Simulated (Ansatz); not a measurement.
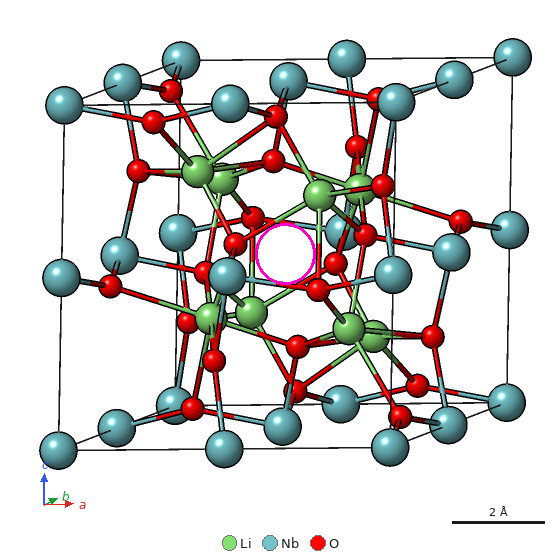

The crystal in a ball-and-stick representation, seen slightly off an axis. Lines trace the edges of the supercell. The host is LiNbO3, in a cell of 40 sites, and the cell is neutral. A ring marks the defect's site.

### Describe the defect.

A niobium vacancy. Around the empty site lie six O and two Li at about 2.1 to 2.3 Å.

Method: DFT PBE, scalar-relativistic, plane waves, PAW in Ansatz 0.2.0; an energy cutoff of 420 eV, 2×2×2 k-mesh, Gaussian smearing of 0.01 eV, collinear spins.

### Does the cell have a net magnetic moment?

Yes, 5.0 μB in the cell.

The atoms were relaxed in the host's cell with Ansatz, DFT PBE, scalar-relativistic, plane waves, PAW.
